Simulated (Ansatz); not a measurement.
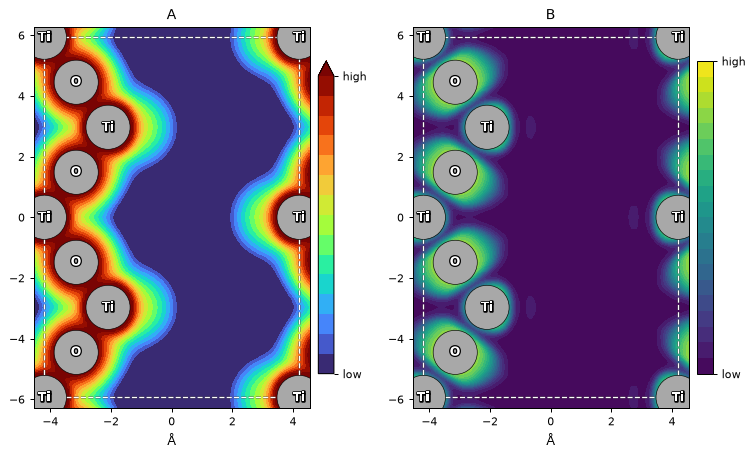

TiO₂: 2 fields on the (101) plane of the conventional cell, with unlabelled colour scales. Grey discs cover the atomic cores.

Space group Fd-3m; a structure generated by program, which may or may not match a known phase; computed without spin polarisation; Hubbard U of 4 eV on Ti d only.

All numbers below come from DFT PBE+U, scalar-relativistic, plane waves, PAW in Ansatz 0.2.0.

**Which field does each panel show? The fields are: electron localisation function and valence pseudo-density.**

Panel A: valence pseudo-density. Panel B: electron localisation function. From the grid: Ti–O (1.82 Å): the density is about 0.99 e/Å³ at the midpoint; the ELF peaks at about 0.80 in the valence shell of O, 0.6 Å from its nucleus, and is about 0.25 at the midpoint (no shared electron pair shows on this line).
